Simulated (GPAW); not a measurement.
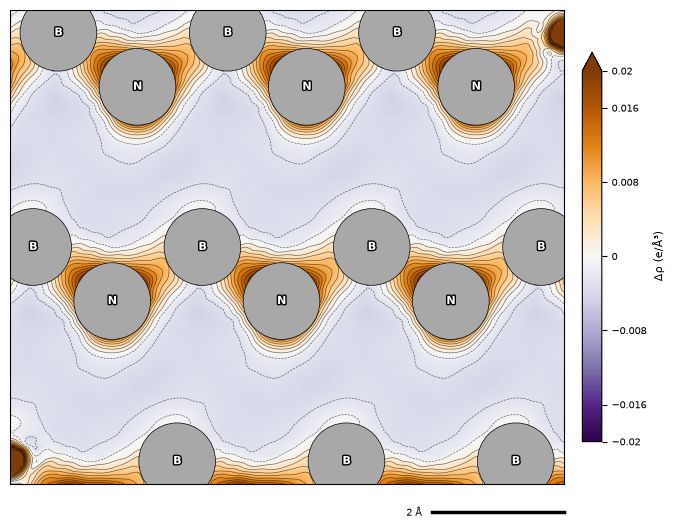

BN. Difference of the valence pseudo-densities of two functionals at the same geometry, on the (101̄) plane of the calculation cell: one of AM05 and PBE less the other.

Both computed with GPAW (plane waves, PAW), on the same k-point mesh. Grey discs cover the atomic cores.

```xyz
2
Lattice="-0.1668 1.8245 2.1783 1.7459 0.1382 1.8734 1.7792 1.5529 0.1048" Properties=species:S:1:pos:R:3 pbc="T T T"
B     3.5130    1.6935    1.9814
N     2.5309    2.6343    3.1142
```

> Which was subtracted from which, and what does the map show?

It is PBE less AM05. Against AM05, PBE gives less density in the space between the atoms (−0.004 e/Å³ on average) and a change of +0.014 e/Å³ at the midpoint of B–N and +0.010 e/Å³ at the midpoint of B–N.
